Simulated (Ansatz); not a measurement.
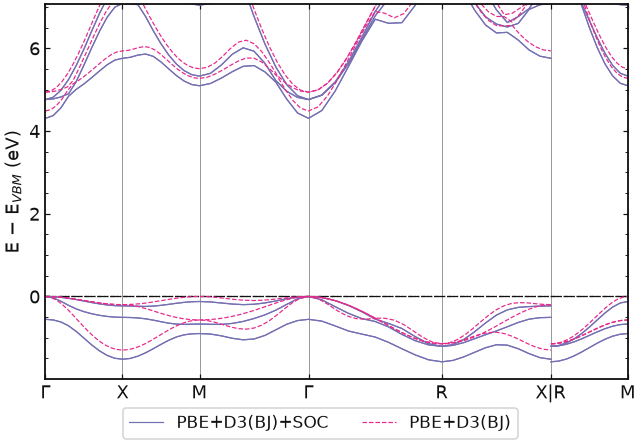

Band structures of CsBr, space group Pm-3m (No. 221), 2 atoms in the cell, by two methods on the same cell. Each is counted from its own valence-band top.

Q: What changes from one method to the other?

A: PBE+D3(BJ)+SOC gives a gap of 4.31 eV along the path and PBE+D3(BJ) gives a gap of 4.48 eV along the path.

Settings. PBE+D3(BJ)+SOC: DFT PBE+D3(BJ), spin-orbit coupling, plane waves, PAW, 6×6×6 k mesh, 420 eV cutoff, Gaussian smearing of 0.02 eV (Ansatz 0.2.0). PBE+D3(BJ): DFT PBE+D3(BJ), scalar-relativistic, plane waves, PAW, no spin polarisation, 6×6×6 k mesh, 420 eV cutoff (Ansatz 0.2.0).

The structure is an invented one, so it need not be a known or stable phase. The starting guess was a poor one.
